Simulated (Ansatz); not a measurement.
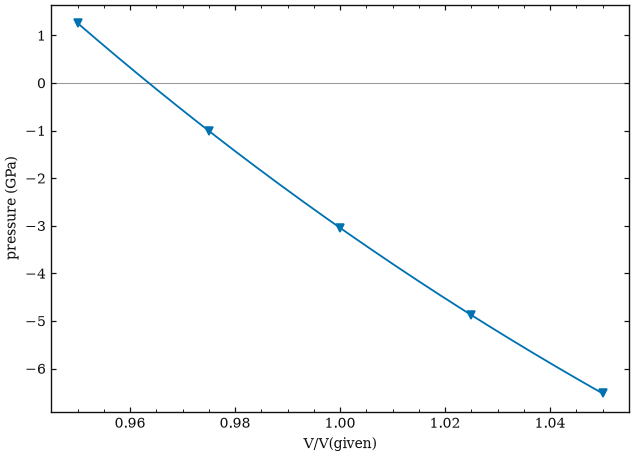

The plot gives the computed pressure against V/V(given) for Zr, space group Im-3m (No. 229).

Structure:
```yaml
crystal:
  lattice:
    - [-1.81000, 1.81000, 1.81000]
    - [1.81000, -1.81000, 1.81000]
    - [1.81000, 1.81000, -1.81000]
  atoms:
    - { symbol: Zr, position: [0.00000, 0.00000, 0.00000] }
```

How it was computed, with Ansatz 0.2.0: periodic Kohn-Sham DFT of a crystal at fixed atoms, scaled to the stated factor times the given cell; pressure positive in compression. Level: PBE.

- method: frozen-core PAW
- relativity: scalar
- k mesh: 14×14×14
- occupations: Fermi–Dirac
- smearing width: 0.08 eV
- wave cutoff: 420 eV
- PAW set: soft_2

V(given) is 23.72 Å³/atom.

How does the pressure vary with V/V(given)?

Answer. It falls from 1.258 GPa at V/V(given) 0.950 to −6.522 GPa at 1.050, and changes sign near 0.964.

What does the calculation give for the volume at zero pressure from a fit of the pressures?

Answer. 22.9 Å³/atom.
